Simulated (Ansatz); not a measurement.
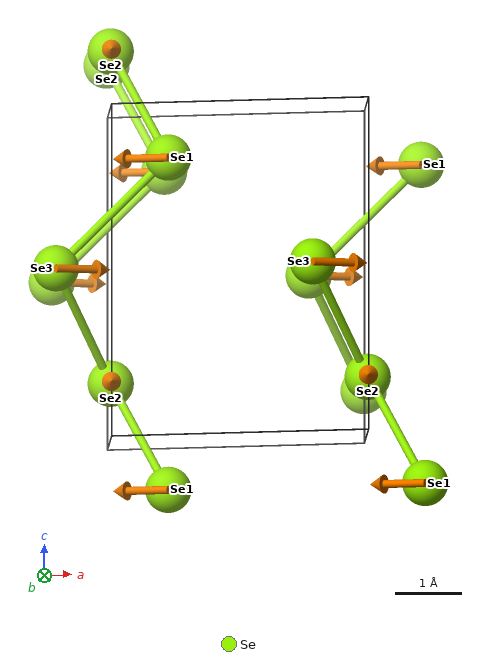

This is a relaxation of a crystal of Se (built on the trigonal type). The starting structure is drawn; orange arrows show the displacements (the part carried along by the change of the cell is left out), 50 times their true length.

The picture is a ball-and-stick view of the cell of the calculation, seen from a free direction.

Method: DFT r2SCAN, scalar-relativistic, plane waves, PAW in Ansatz 0.2.0.

The input:
```yaml
crystal:
  lattice:
    - [4.4835523629, 0.0, 0.0]
    - [-2.2417761815, 3.8828702455, 0.0]
    - [0.0, 0.0, 5.0670570358]
  atoms:
    - { symbol: Se, position: [0.2206067129, 0.0, 0.8333333333] }
    - { symbol: Se, position: [0.0, 0.2206067129, 0.1666666667] }
    - { symbol: Se, position: [0.7793932871, 0.7793932871, 0.5] }
basis:
  ecutwfc: 500
  ecutrho_ratio: 4
kpoints:
  mp_grid: { grid: [6, 6, 6] }
hamiltonian:
  xc: r2scan
scf:
  occupations: { method: gaussian, width: 0.05 }
output:
  forces: true
  stress: true
  eigenvalues: true
relax:
  f_tol: 0.02
  max_steps: 40
  cell: { stress_tol: 0.2, fix: [volume] }
```

Question: What did the optimiser do to the structure, and how much energy did it gain?

Answer: Over 2 accepted moves (3 points after the start) the energy falls by 4.8 meV per atom. The largest force component goes from 0.33 to 0.0084 eV/Å. Pressure: −1.50 GPa at the start and −0.04 GPa at the end. The SCF was repeated once at an unchanged geometry on a basis and grid sized afresh for the cell, which shifted the energy by less than 0.05 meV per atom at most. The largest moves relative to the cell, 0.019 Å, are those of Se1, Se2 and Se3. Se2 goes along −b. The drawn cell changes at constant volume: a = b 4.484 → 4.515 Å (+0.7 %), c 5.067 → 4.996 Å (−1.4 %). Some distances before and after: Se1–Se2 2.406 → 2.374 Å. The space group stays P3_121 (No. 152). The run took about 40 core-seconds on a shared host.
